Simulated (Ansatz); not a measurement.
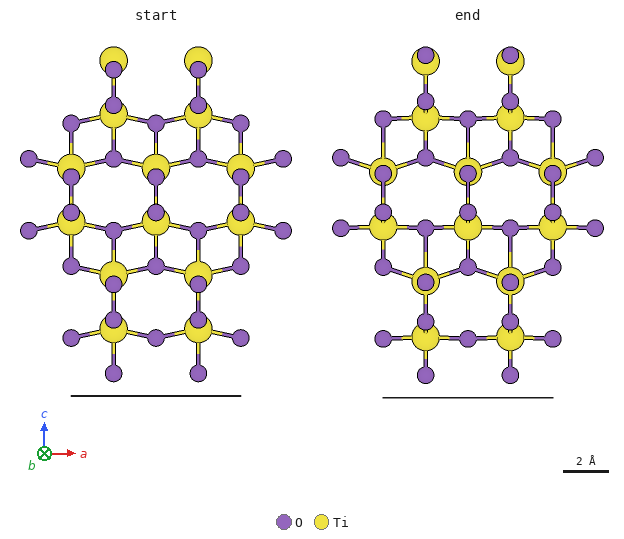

The structure of a slab of composition TiO2 (cut from the I4_1/amd phase) before (left) and after (right) a relaxation, at one scale.

The picture is a ball-and-stick view of the 2 × 1 repeat of the cell, outlined in the plane, without the vacuum (origin shifted), seen along the b axis.

Case: (0 0 1) slab, atoms relaxed. The slab is the (0 0 1) face of TiO2.

The calculation used DFT PBEsol, scalar-relativistic, plane waves, PAW in Ansatz 0.2.0.

Input file:
```yaml
crystal:
  lattice:
    - [3.7706690536, 0.0, 0.0]
    - [0.0, 3.7706690536, 0.0]
    - [0.0, 0.0, 28.9149260276]
  atoms:
    - { symbol: O, position: [0.5, 0.0, 0.2593816077] }
    - { symbol: O, position: [0.0, 0.0, 0.3139357887] }
    - { symbol: Ti, position: [0.5, 0.0, 0.3279277613] }
    - { symbol: O, position: [0.5, 0.5, 0.3419197339] }
    - { symbol: O, position: [0.5, 0.0, 0.3964739149] }
    - { symbol: Ti, position: [0.5, 0.5, 0.4104658875] }
    - { symbol: O, position: [0.0, 0.5, 0.4244578601] }
    - { symbol: O, position: [0.5, 0.5, 0.4790120411] }
    - { symbol: Ti, position: [0.0, 0.5, 0.4930040137] }
    - { symbol: O, position: [0.0, 0.0, 0.5069959863] }
    - { symbol: O, position: [0.0, 0.5, 0.5615501673] }
    - { symbol: Ti, position: [0.0, 0.0, 0.5755421399] }
    - { symbol: O, position: [0.5, 0.0, 0.5895341125] }
    - { symbol: O, position: [0.0, 0.0, 0.6440882935] }
    - { symbol: Ti, position: [0.5, 0.0, 0.6580802661] }
    - { symbol: O, position: [0.5, 0.5, 0.6720722387] }
    - { symbol: O, position: [0.5, 0.0, 0.7266264197] }
    - { symbol: Ti, position: [0.5, 0.5, 0.7406183923] }
basis:
  ecutwfc: 420
kpoints:
  mp_grid: { grid: [7, 7, 1] }
hamiltonian:
  xc: pbesol
scf:
  occupations: { method: gaussian, width: 0.05 }
output:
  forces: true
  eigenvalues: true
  write_density: true
  write_potential: true
  elf: true
  volumetric_format: npy
relax:
  adjacent_minimum: "off"
  f_tol: 0.02
  max_steps: 60
efield:
  axis: 3
  dipole_correction: true
  ramp_width: 0.04
```

Run as
```bash
ansatz run input.yaml --threads 2 --pin off --max-ram 5120MiB --backend cpu --events-out ev --progress --plain --runs-dir out
```

Q: Summarise the run.

A: The energy falls by 1.746 eV per cell of the calculation in 11 geometry steps. Largest force component: 3.2 eV/Å at the start, 0.0046 eV/Å at the end. O17 moves most relative to the layer's centre: 0.65 Å along the normal (+c). Largest moves by element: O 0.65 Å, Ti 0.36 Å. The cell stays as it was. Among the contacts that change: Ti15–O17 1.982 → 2.762 Å, Ti3–O5 1.982 → 2.425 Å, Ti6–O8 1.982 → 2.355 Å, Ti9–O11 1.982 → 2.347 Å. Bonds break, among them: Ti15–O17 (1.98 → 2.76 Å). Among the angles between lasting bonds that change: Ti6–O5–Ti6 155.8° → 176.5°, O5–Ti6–O5 155.8° → 176.5°, O16–Ti18–O17 77.9° → 98.3°.
